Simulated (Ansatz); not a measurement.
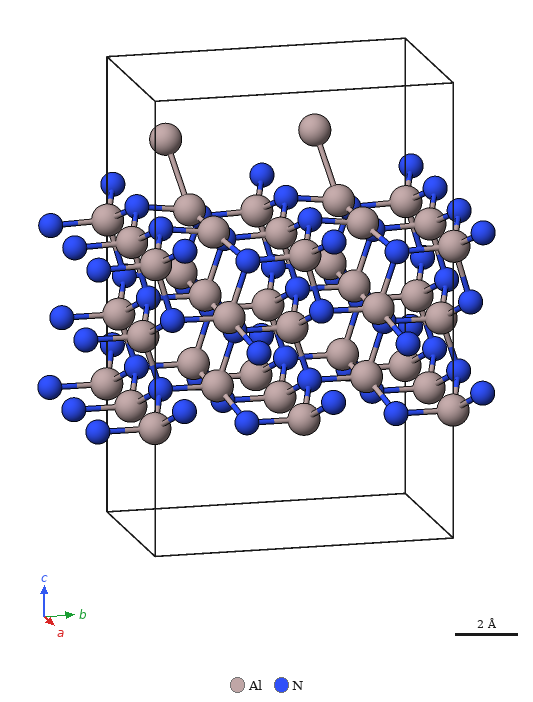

**Figure 1.** The input geometry (ball-and-stick view of the 1 × 2 repeat of the cell, with the vacuum cut short, seen slightly off an axis; bonded neighbours outside the cell are drawn too). An atom can appear more than once, as a periodic image.

**Geometry relaxation, with input and output: Al13N12 (part 1 of 4)**

Al13N12 (slab, 25 atoms in the cell), computed with DFT PBE+D3(BJ), scalar-relativistic, plane waves, PAW, spin-polarised (Ansatz 0.2.0).

The structure derives from an entry of the Crystallography Open Database. The input holds or restrains some coordinates. Forces given for the steps count only the free coordinates. It belongs to a series of runs on one base structure; here: Al put at a hollow Al-N-Al site.

### Input file
```yaml
crystal:
  lattice:
    - [6.2188310381, 0.0, 0.0]
    - [0.0, 4.97878456, 0.0]
    - [0.0, 0.0, 25.2832766044]
  atoms:
    - { symbol: Al, position: [0.5, 0.9984424904, 0.3361906027] }
    - { symbol: Al, position: [0.0, 0.9984424904, 0.3361906027] }
    - { symbol: "N", position: [0.5, 0.6165575096, 0.3361906027] }
    - { symbol: "N", position: [0.0, 0.6165575096, 0.3361906027] }
    - { symbol: Al, position: [0.75, 0.4984424904, 0.3716927632] }
    - { symbol: Al, position: [0.25, 0.4984424904, 0.3716927632] }
    - { symbol: "N", position: [0.75, 0.1165575096, 0.3716927632] }
    - { symbol: "N", position: [0.25, 0.1165575096, 0.3716927632] }
    - { symbol: Al, position: [0.75, 0.9984424904, 0.4426970842] }
    - { symbol: Al, position: [0.25, 0.9984424904, 0.4426970842] }
    - { symbol: "N", position: [0.75, 0.6165575096, 0.4426970842] }
    - { symbol: "N", position: [0.25, 0.6165575096, 0.4426970842] }
    - { symbol: Al, position: [0.0, 0.4965493858, 0.4763028423] }
    - { symbol: Al, position: [0.5, 0.4965493858, 0.4763028423] }
    - { symbol: "N", position: [0.0, 0.1161930133, 0.4771841548] }
    - { symbol: "N", position: [0.5, 0.1161930133, 0.4771841548] }
    - { symbol: Al, position: [0.0, 1.0043842864, 0.5518683905] }
    - { symbol: Al, position: [0.5, 1.0043842864, 0.5518683905] }
    - { symbol: "N", position: [0.0, 0.6226538857, 0.5492813063] }
    - { symbol: "N", position: [0.5, 0.6226538857, 0.5492813063] }
    - { symbol: Al, position: [0.25, 0.4727202212, 0.5743980599] }
    - { symbol: Al, position: [0.75, 0.4727202212, 0.5743980599] }
    - { symbol: "N", position: [0.25, 0.1199057879, 0.58287002] }
    - { symbol: "N", position: [0.75, 0.1199057879, 0.58287002] }
    - { symbol: Al, position: [0.0833333333, 0.3665861311, 0.6588095444], spin: 1.0 }
basis:
  ecutwfc: 420
kpoints:
  mp_grid: { grid: [5, 6, 1] }
hamiltonian:
  xc: pbe
  dispersion: d3bj
scf:
  occupations: { method: gaussian, width: 0.05 }
output:
  forces: true
  eigenvalues: true
  populations: true
  write_density: true
  write_potential: true
  elf: true
  volumetric_format: npy
magnetization:
  spin_polarized: true
relax:
  adjacent_minimum: "off"
  f_tol: 0.03
  max_steps: 70
  constraints: [{ sites: [0, 1, 2, 3, 4, 5, 6, 7, 8, 9, 10, 11] }]
efield:
  axis: 3
  dipole_correction: true
  ramp_width: 0.04
```

Launched with:
```bash
ansatz run input.yaml --threads 4 --pin off --max-ram 10240MiB --backend cpu --events-out ev --progress --plain --runs-dir out
```

### Log
```
Engine: ansatz 0.2.0, x86_64-unknown-linux-gnu
Pseudopotentials: kind: paw
Pseudopotential: Al, paw, valence charge 3, recommended cutoff 420 eV (normal), Al.paw.azcp
Pseudopotential: N, paw, valence charge 5, recommended cutoff 420 eV (normal), N.paw.azcp
Functional definition: PBE
  parameter kappa = 0.804
  parameter beta = 0.06672455060314922
  exchange = pbe_x(kappa = kappa, mu = beta*pi^2/3)
  correlation = pbe_c(beta = beta)
Crystal: 25 atoms, lattice volume = 782.826 Å³
Basis set: ecut = 420 eV, 15353 PW (Γ), exchange–correlation on 90×72×360 points (8 copies of the dense FFT grid, shifted against one another)
Bands: 75, of which v1, the nominal top of the filled ones, is band 50 counted from 1 (49 counted from 0)
Symmetry: 1 space group operations
k-points: 16 of 30 (time reversal used)
Non-local potential: Al, projectors of the file, l = 0: 2, l = 1: 2, l = 2: 1
Non-local potential: N, projectors of the file, l = 0: 2, l = 1: 2, l = 2: 1
PAW form: soft (Blöchl's): semilocal exchange-correlation on the pseudo side does not see the compensation charge
PAW one-centre angular grid: Al, 110 points (default); XC on 64 Gauss nodes
PAW one-centre angular grid: N, 110 points (default); XC on 64 Gauss nodes
Initial density: superposition of atomic densities (neutral atoms: chi_scale 0, normalization atom)
Starting moments: Σ|m| = 1 μB on 1 of 25 sites
Initial wavefunctions: pseudopotential atomic-orbital guess
Functional: x = pbe(κ = 0.804, μ = 0.2195149727645171), c = pbe(β = 0.06672455060314922)
SCF iter   1: F=—  HF=-11658.099934 eV  |F-HF|=—  |Δ(HF+E_count)|=         —  Δρ=5.35e-2 (↑5.35e-2 ↓5.31e-2)  dr2=1.30e2  dr2_m=4.77e-2  M=0.262 μB ∫|m|=0.319 μB  β_m=0.30  ethr=3.10e-3  p=-0.000 e·Å  D=-9.04e-8 V/Å  ΔV_dip=0.00 eV  dr2_dipole=2.83e0  V_vac-E_F(+/−)=6.01/6.01 eV  ⟨swp⟩=8.6  Hψ=13234  notcnv=0  defer=153
efield: sawtooth ramp at fractional position 0.9775 (placed from the atoms, in the widest stretch of the axis that holds none; the zero of the levels goes with the place), width 0.0400; the density the first Hamiltonian is built on has a dipole p = -0.000 e·Å; the dipole correction subtracts the counter field D = -9.04e-8 V/Å, which shifts the + side's vacuum level by +0.00 eV against the − side's; the planar-averaged density in the ramp window peaks in size at 7.8e-8 e/Å³
preconditioner: auto → LDOS  [metal: Δε(μ)=0.012 eV  Ē_g=11.084 eV  σ=0.050 eV  W_gap=0.13  n_scr=98 (ndim 8)  ℏωp=11.5 eV  f_vac=0.545  D(μ)=4.41/eV (n_scr^D=8)]
spin=Collinear: LDOS preconditioning applied to the charge; magnetization (m = ρ↑ − ρ↓) channel mixes plain (no charge-response kernel on spin).
SCF iter   2: F=—  HF=-11631.803388 eV  |F-HF|=—  |Δ(HF+E_count)|=    2.63e1  Δρ=2.51e-2 (↑2.51e-2 ↓2.47e-2)  dr2=3.81e1  dr2_m=1.99e-2  M=0.556 μB ∫|m|=0.601 μB  β_m=0.30  ethr=3.10e-3  p=0.053 e·Å  D=1.23e-2 V/Å  ΔV_dip=-0.31 eV  dr2_dipole=9.31e-1  V_vac-E_F(+/−)=5.13/5.44 eV  ⟨swp⟩=3.9  Hψ=6091  notcnv=0  defer=627  κ⁻¹=1.0e0(r=1)
SCF iter   3: F=—  HF=-11624.043014 eV  |F-HF|=—  |Δ(HF+E_count)|=    7.76e0  Δρ=1.15e-2 (↑1.15e-2 ↓1.14e-2)  dr2=8.74e0  dr2_m=2.25e-2  M=0.933 μB ∫|m|=0.940 μB  β_m=0.30  ethr=3.10e-3  p=0.086 e·Å  D=1.98e-2 V/Å  ΔV_dip=-0.50 eV  dr2_dipole=2.39e-3  V_vac-E_F(+/−)=4.31/4.81 eV  ⟨swp⟩=3.3  Hψ=4825  notcnv=0  defer=631  κ⁻¹=2.4e-2(r=2)
SCF iter   4: F=—  HF=-11622.349956 eV  |F-HF|=—  |Δ(HF+E_count)|=    1.69e0  Δρ=4.78e-3 (↑4.69e-3 ↓4.78e-3)  dr2=2.12e0  dr2_m=7.73e-3  M=0.763 μB ∫|m|=0.785 μB  β_m=0.30  ethr=3.10e-3  p=-0.023 e·Å  D=-5.30e-3 V/Å  ΔV_dip=0.13 eV  dr2_dipole=2.77e-1  V_vac-E_F(+/−)=4.03/3.89 eV  ⟨swp⟩=4.0  Hψ=4471  notcnv=0  defer=647  κ⁻¹=1.8e-2(r=3)
SCF iter   5: F=—  HF=-11622.096243 eV  |F-HF|=—  |Δ(HF+E_count)|=   2.54e-1  Δρ=3.49e-3 (↑3.11e-3 ↓3.49e-3)  dr2=6.16e-1  dr2_m=8.04e-3  M=0.902 μB ∫|m|=0.909 μB  β_m=1.00  ethr=2.14e-3  p=-0.025 e·Å  D=-5.75e-3 V/Å  ΔV_dip=0.15 eV  dr2_dipole=4.75e-2  V_vac-E_F(+/−)=3.79/3.64 eV  ⟨swp⟩=2.8  Hψ=2974  notcnv=0  defer=656  κ⁻¹=2.1e-3(r=4)
SCF iter   6: F=—  HF=-11622.089350 eV  |F-HF|=—  |Δ(HF+E_count)|=   6.89e-3  Δρ=2.00e-3 (↑1.83e-3 ↓2.00e-3)  dr2=1.03e-1  dr2_m=2.38e-3  M=0.962 μB ∫|m|=0.992 μB  β_m=1.00  ethr=6.22e-4  p=-0.019 e·Å  D=-4.31e-3 V/Å  ΔV_dip=0.11 eV  dr2_dipole=1.96e-6  V_vac-E_F(+/−)=3.67/3.56 eV  ⟨swp⟩=4.3  Hψ=3514  notcnv=0  defer=656  κ⁻¹=2.0e-4(r=5)
SCF iter   7: F=—  HF=-11622.111404 eV  |F-HF|=—  |Δ(HF+E_count)|=   2.21e-2  Δρ=1.02e-3 (↑9.98e-4 ↓1.02e-3)  dr2=2.40e-2  dr2_m=4.67e-4  M=0.982 μB ∫|m|=1.030 μB  β_m=1.00  ethr=1.04e-4  p=-0.023 e·Å  D=-5.35e-3 V/Å  ΔV_dip=0.14 eV  dr2_dipole=1.52e-3  V_vac-E_F(+/−)=3.68/3.55 eV  ⟨swp⟩=2.5  Hψ=3635  notcnv=0  defer=664  κ⁻¹=1.5e-4(r=6)
SCF iter   8: F=—  HF=-11622.119687 eV  |F-HF|=—  |Δ(HF+E_count)|=   8.28e-3  Δρ=4.05e-4 (↑4.05e-4 ↓3.79e-4)  dr2=5.71e-3  dr2_m=9.56e-5  M=0.983 μB ∫|m|=1.041 μB  β_m=1.00  ethr=2.42e-5  p=-0.030 e·Å  D=-7.03e-3 V/Å  ΔV_dip=0.18 eV  dr2_dipole=1.33e-3  V_vac-E_F(+/−)=3.70/3.53 eV  ⟨swp⟩=2.3  Hψ=3612  notcnv=0  defer=671  κ⁻¹=4.6e-5(r=7)
SCF iter   9: F=—  HF=-11622.122598 eV  |F-HF|=—  |Δ(HF+E_count)|=   2.91e-3  Δρ=1.75e-4 (↑1.75e-4 ↓1.48e-4)  dr2=1.32e-3  dr2_m=1.57e-5  M=0.978 μB ∫|m|=1.042 μB  β_m=1.20  ethr=5.77e-6  p=-0.038 e·Å  D=-8.88e-3 V/Å  ΔV_dip=0.22 eV  dr2_dipole=3.16e-4  V_vac-E_F(+/−)=3.74/3.52 eV  ⟨swp⟩=2.5  Hψ=3206  notcnv=0  defer=671
Mixer restart at iter 9: flushing history
spin-set hold released at iteration 9 (site moments contracting): the magnetisation degrees of freedom join the quasi-Newton model from the next iteration; the mixer history was flushed
SCF iter  10: F=—  HF=-11622.122960 eV  |F-HF|=—  |Δ(HF+E_count)|=   3.63e-4  Δρ=1.25e-4 (↑1.25e-4 ↓1.16e-4)  dr2=1.04e-3  dr2_m=2.24e-6  M=0.979 μB ∫|m|=1.045 μB  β_m=0.65  ethr=1.34e-6  p=-0.040 e·Å  D=-9.31e-3 V/Å  ΔV_dip=0.24 eV  dr2_dipole=3.21e-4  V_vac-E_F(+/−)=3.75/3.51 eV  ⟨swp⟩=2.0  Hψ=2123  notcnv=0  defer=671
density mixer auto → msr1: a metal under ldos (density of states about μ 0.32 of a free-electron gas's, 98 screened modes)
SCF iter  11: F=—  HF=-11622.123297 eV  |F-HF|=—  |Δ(HF+E_count)|=   3.37e-4  Δρ=7.16e-5 (↑5.86e-5 ↓7.16e-5)  dr2=7.72e-5  dr2_m=2.24e-5  M=0.975 μB ∫|m|=1.046 μB  β_m=0.74  ethr=1.05e-6  p=-0.048 e·Å  D=-1.10e-2 V/Å  ΔV_dip=0.28 eV  dr2_dipole=2.22e-5  V_vac-E_F(+/−)=3.77/3.50 eV  ⟨swp⟩=2.9  Hψ=3015  notcnv=0  defer=671
SCF iter  12: F=—  HF=-11622.123545 eV  |F-HF|=—  |Δ(HF+E_count)|=   2.48e-4  Δρ=4.38e-5 (↑4.38e-5 ↓4.34e-5)  dr2=3.45e-5  dr2_m=7.13e-6  M=0.973 μB ∫|m|=1.041 μB  β_m=0.70  ethr=2.27e-8  p=-0.049 e·Å  D=-1.12e-2 V/Å  ΔV_dip=0.28 eV  dr2_dipole=1.17e-6  V_vac-E_F(+/−)=3.78/3.49 eV  ⟨swp⟩=42.7  Hψ=39883  notcnv=0
SCF iter  13: F=—  HF=-11622.123583 eV  |F-HF|=—  |Δ(HF+E_count)|=   3.81e-5  Δρ=2.95e-5 (↑2.95e-5 ↓1.90e-5)  dr2=1.16e-5  dr2_m=3.16e-6  M=0.972 μB ∫|m|=1.040 μB  β_m=0.85  ethr=2.27e-8  p=-0.048 e·Å  D=-1.12e-2 V/Å  ΔV_dip=0.28 eV  dr2_dipole=2.39e-6  V_vac-E_F(+/−)=3.77/3.49 eV  ⟨swp⟩=20.5  Hψ=25531  notcnv=0
SCF iter  14: F=—  HF=-11622.123604 eV  |F-HF|=—  |Δ(HF+E_count)|=   2.08e-5  Δρ=1.88e-5 (↑1.88e-5 ↓1.21e-5)  dr2=8.50e-6  dr2_m=7.38e-7  M=0.972 μB ∫|m|=1.039 μB  β_m=0.74  ethr=1.17e-8  p=-0.048 e·Å  D=-1.12e-2 V/Å  ΔV_dip=0.28 eV  dr2_dipole=1.02e-6  V_vac-E_F(+/−)=3.77/3.49 eV  ⟨swp⟩=17.6  Hψ=21798  notcnv=0
SCF iter  15: F=—  HF=-11622.123607 eV  |F-HF|=—  |Δ(HF+E_count)|=   2.98e-6  Δρ=6.50e-6 (↑6.50e-6 ↓4.99e-6)  dr2=8.88e-7  dr2_m=1.07e-7  M=0.973 μB ∫|m|=1.039 μB  β_m=0.70  ethr=8.59e-9  p=-0.048 e·Å  D=-1.11e-2 V/Å  ΔV_dip=0.28 eV  dr2_dipole=7.63e-8  V_vac-E_F(+/−)=3.77/3.49 eV  ⟨swp⟩=16.6  Hψ=21315  notcnv=0
SCF iter  16: F=-11622.123608 eV  HF=-11622.123608 eV  |F-HF|=1.19e-7  |Δ(HF+E_count)|=   8.39e-7  Δρ=3.06e-6 (↑3.06e-6 ↓2.66e-6)  dr2=2.27e-7  dr2_m=2.52e-8  M=0.973 μB ∫|m|=1.039 μB  ethr=8.97e-10  p=-0.048 e·Å  D=-1.11e-2 V/Å  ΔV_dip=0.28 eV  dr2_dipole=1.12e-8  V_vac-E_F(+/−)=3.77/3.49 eV  ⟨swp⟩=16.3  Hψ=19547  notcnv=0
WARN: dispersion: an atom stands within reach of a switch of its C6 between two reference coordination numbers of its element: through that C6 alone, e_disp changes by 0.025 eV or more while the distances to its neighbours run over a stretch of 0.05 Å that contains this geometry (sites counted from 0 in the run's list of atoms or, in a supercell that it derives, in that cell's: here a list of 25) — site 24 (Al): coordination number 2.223 (about 2.02 to 2.43 with every neighbour 0.05 Å farther or nearer), switch near 2.423 between the references 1.931 (weight 0.83) and 2.915 (weight 0.17), e_disp changing by some 0.03 eV. This is how the published method behaves, and the energy and the forces stay consistent. Where you compare this geometry's total energy with another's, compare their components.e_disp too, and, where the geometries are yours to choose, keep both on one side of the switch, which a site's coordination number tells: a relaxation that ends in reach of it can search the other side under relax.adjacent_minimum: search, except where no move that the cell, the constraints and the symmetry allow carries the atom there
SCF 1 converged in 16 iterations: F = -11622.123608 eV  dr2 = 2.27e-7
  greatest PAW one-centre occupation: 0.798 electrons in one spin orbital (limit 2), on the N atom at site 22 (counted from 0), in its partial waves of l = 0
relax step   1: F+E_penalty+E_count = -11622.12360764 eV  Δ(F+E_penalty+E_count) = +0.000e0 eV  max|allowed force component| = 1.824e0 eV/Å  Δτ_max = 0.0000 Å  (16 SCF iters, dr2 threshold 2.25e-5 eV, accepted)
Initial density: handed on by an earlier stage of this run
Starting moments: Σ|m| = 1 μB on 1 of 25 sites; this step starts from the density that it was given
Initial wavefunctions: those handed on with the density
iter 1 solved again at ethr=8.41e-5 eV; its pass at ethr=3.10e-3 eV (dr2=8.33e-2 eV) is discarded
```
